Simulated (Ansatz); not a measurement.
## Electronic structure of GaP$_{2}$ in real space

```
Ga P
1.0
     3.37935    0.00000    0.00000
     0.00000    3.37935    0.00000
     0.00000    0.00000    4.90967
Ga P
1 2
Direct
  0.00000 0.00000 0.00000
  0.50000 0.50000 0.71223
  0.50000 0.50000 0.28777
```

Space group P4/mmm; a structure generated by program, which may or may not match a known phase; computed without spin polarisation.

Method: DFT PBE, scalar-relativistic, plane waves, PAW in Ansatz.

Core electrons are frozen (PAW), and the valence fields are smoothed inside the atomic spheres.

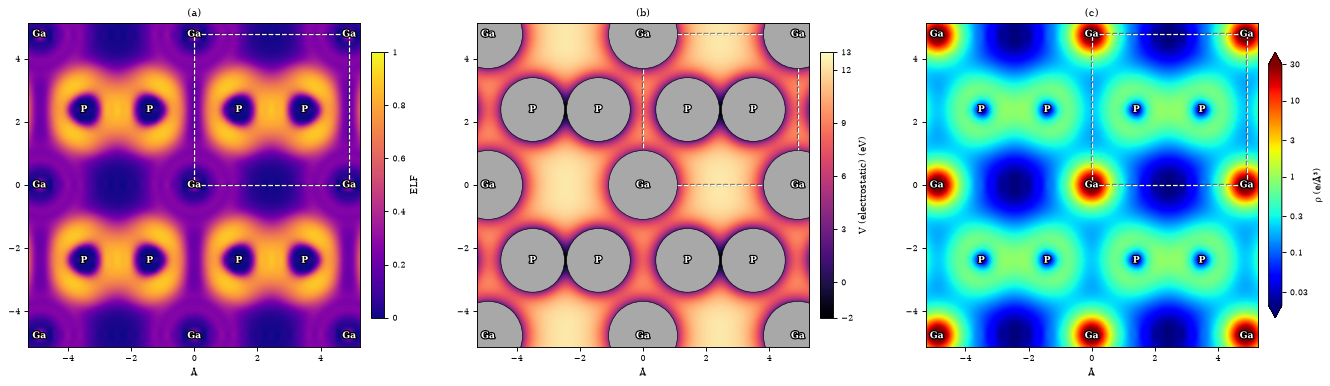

Figure 1. (a) electron localisation function; (b) electrostatic potential energy of an electron; (c) valence pseudo-density on the (11̄0) plane of the conventional cell. Grey discs cover the atomic cores in the potential map.

> Interpret the plot.

Atoms in the plane: Ga and P. P–P (2.08 Å): ρ at the midpoint is about 0.91 e/Å³; the ELF peaks at about 0.90 between the atoms. Ga–P (2.78 Å): ρ at the midpoint is about 0.26 e/Å³; the ELF peaks at about 0.90 in the valence shell of P, 0.8 Å from its nucleus, and drops to about 0.25 between the two atoms. Between the atoms the lowest density in this plane is 0.02 e/Å³. The features right at Ga lie inside the PAW spheres, where the map follows smoothed inner orbitals and isn't to be read closely. Outside the cores the potential energy rises away from the atoms and is highest about 2.5 Å from the nearest atoms; its zero is arbitrary.

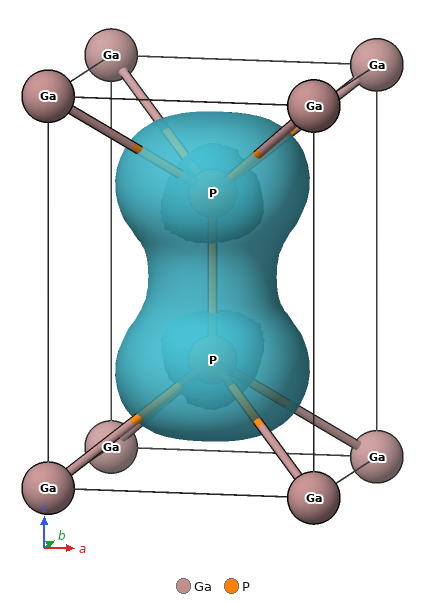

Figure 2. Isosurface of the electron localisation function at 0.65 (cyan), seen slightly off an axis. Only the valence region is drawn (cores and ρ < 0.01 e/Å³ removed). Sticks mark near contacts.

> Identify the bonds, lone pairs and shells in this picture.

The ELF exceeds this value in one region between bonded P–P atoms, counted in one cell of 3 atoms. Any copies at cell faces, edges or corners count once.

> Does the calculation make it a metal, or give it a gap?

It is metallic or semimetallic at this level of theory: no gap opens.
